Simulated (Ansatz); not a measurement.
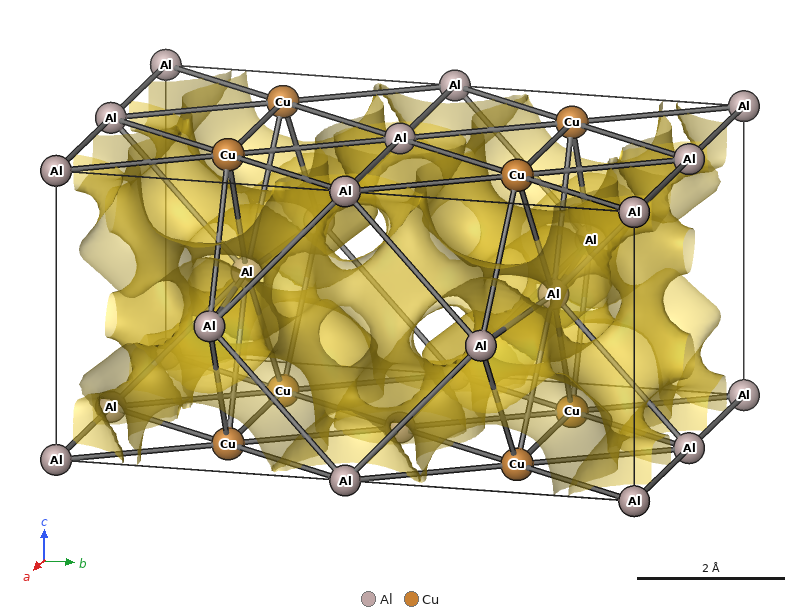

The picture shows: Al2Cu. Isosurface of the ELF at 0.55 (yellow), seen at an oblique angle. Core shells and regions of very low density are left out. Sticks mark near contacts.

Space group Cmmm; a structure from a database of computed crystals, not necessarily the ambient phase; computed without spin polarisation.

The calculation used Ansatz, DFT r2SCAN, scalar-relativistic, plane waves, PAW.

Core electrons are frozen (PAW), and the valence fields are smoothed inside the atomic spheres.

Identify the bonds, lone pairs and shells in this picture.

The surface consists of one network that runs through the whole crystal, counted in one cell of 12 atoms. Regions shared between cells count once. Profiles from the grid: Al–Cu (2.49 Å): the ELF peaks at about 0.65 between the atoms. Al–Al (2.80 Å): the ELF peaks at about 0.70 between the atoms.

Does the calculation give a band gap?

It is metallic or semimetallic at this level of theory: no gap opens.
